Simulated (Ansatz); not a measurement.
# Ta16C (cell with a defect): what the fields show

Input file:

```
crystal:
  lattice:
    - [6.62, 0.0, 0.0]
    - [0.0, 6.62, 0.0]
    - [0.0, 0.0, 6.62]
  atoms:
    - { symbol: Ta, position: [0.0, 0.0, 0.0] }
    - { symbol: Ta, position: [0.5, 0.0, 0.0] }
    - { symbol: Ta, position: [0.0, 0.5, 0.0] }
    - { symbol: Ta, position: [0.0, 0.0, 0.5] }
    - { symbol: Ta, position: [0.25, 0.25, 0.25] }
    - { symbol: Ta, position: [0.5, 0.5, 0.0] }
    - { symbol: Ta, position: [0.5, 0.0, 0.5] }
    - { symbol: Ta, position: [0.75, 0.25, 0.25] }
    - { symbol: Ta, position: [0.0, 0.5, 0.5] }
    - { symbol: Ta, position: [0.25, 0.75, 0.25] }
    - { symbol: Ta, position: [0.25, 0.25, 0.75] }
    - { symbol: Ta, position: [0.5, 0.5, 0.5] }
    - { symbol: Ta, position: [0.75, 0.75, 0.25] }
    - { symbol: Ta, position: [0.75, 0.25, 0.75] }
    - { symbol: Ta, position: [0.25, 0.75, 0.75] }
    - { symbol: Ta, position: [0.75, 0.75, 0.75] }
    - { symbol: C, position: [0.12537335, 0.75552982, -0.00122809] }
basis:
  ecutwfc: 420.0
kpoints:
  mp_grid: { grid: [3, 3, 3] }
hamiltonian:
  xc: pbe
scf:
  occupations: { method: fermi_dirac, width: 0.15 }
  lower_state_search: "off"
relax:
  f_tol: 0.03
  max_steps: 60
  adjacent_minimum: "off"
output:
  write_density: true
  write_potential: true
  elf: true
  volumetric_format: npy
```

Run with:

```sh
ansatz run input.yaml --threads 4 --pin off --max-ram 10240MiB --backend cpu --events-out ev --progress --plain --runs-dir out
```

The fields are those of the run's last geometry, not of the input's.

Method: DFT PBE, scalar-relativistic, plane waves, PAW (Ansatz).

Core electrons are frozen (PAW), and the valence fields are smoothed inside the atomic spheres.

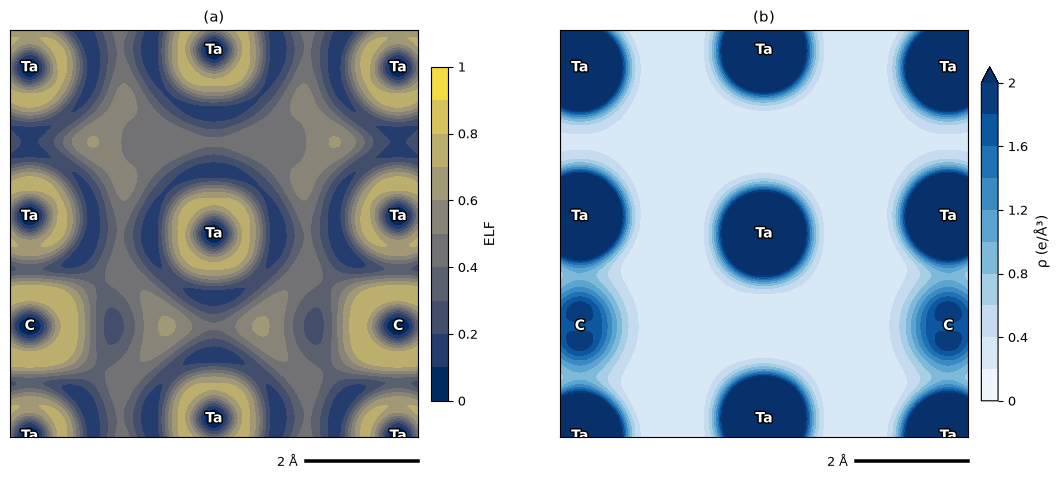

Figure 1. (a) ELF; (b) valence pseudo-density on the (100) plane of the calculation cell.

> Read the bonding off the picture.

- The section cuts through Ta and C sites.
- Ta–C (1.97 Å): ρ is about 1 e/Å³ halfway; the ELF peaks at about 0.80 in the valence shell of C, 0.6 Å from its nucleus, and drops to about 0.35 between the two atoms.
- Ta–Ta (2.67 Å): ρ at the midpoint is about 0.37 e/Å³; the ELF is about 0.20 at the midpoint: no localised pair shows between them.
- Between the atoms the lowest density in this plane is 0.21 e/Å³.
- The features right at Ta lie inside the PAW spheres, where the map follows smoothed inner orbitals and isn't to be read closely.

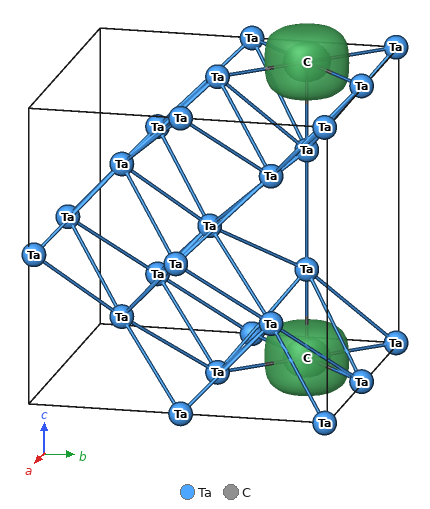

Figure 2. Isosurface of the ELF at 0.65 (green), seen slightly off an axis. Core shells and regions of very low density are left out. Sticks mark near contacts.

> Describe the localisation domains.

The surface consists of one region wrapped around C (its valence shell), counted in one cell of 17 atoms. Regions shared between cells count once.

> Does the calculation give a band gap?

It is gapless in this calculation (a metal or semimetal).
